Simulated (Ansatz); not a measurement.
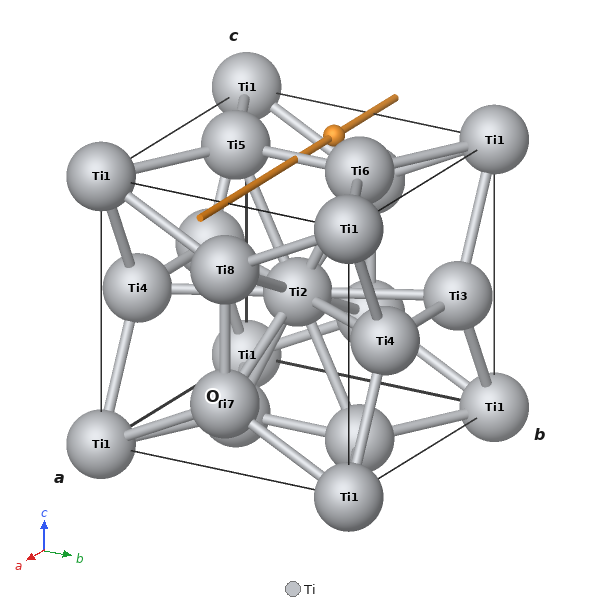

The coloured rod is the axis of a symmetry operation of the crystal, the small sphere its inversion point. Crystal: Ti, the input geometry of an electronic-structure calculation (not necessarily at equilibrium); the starting structure was generated, so it need not be a known form of this composition. Symmetry computed with spglib at a tolerance of 0.002 Å; standard conventional cell.

a = 5.250 Å, b = 5.250 Å, c = 5.250 Å, α = 90.00°, β = 90.00°, γ = 90.00°.

```csv
atom,x,y,z
Ti1,0.0000,0.0000,0.0000
Ti2,0.5000,0.5000,0.5000
Ti3,0.2500,0.0000,0.5000
Ti4,0.7500,0.0000,0.5000
Ti5,0.5000,0.2500,0.0000
Ti6,0.5000,0.7500,0.0000
Ti7,0.0000,0.5000,0.2500
Ti8,0.0000,0.5000,0.7500
```

Take the operation x, y, z → −x+1/2, −z+3/2, y+1/2.

Question: What kind of operation is it, and where does it lie?

Answer: It is a −4 rotoinversion axis with its inversion point at (1/4, 1/2, 1), along [1 0 0].

Question: Onto which atom does it carry each atom (up to whole multiples of a, b and c)?

Answer: Ti1 → Ti2, Ti2 → Ti1, Ti3 → Ti3, Ti4 → Ti4, Ti5 → Ti8, Ti6 → Ti7, Ti7 → Ti5, Ti8 → Ti6.
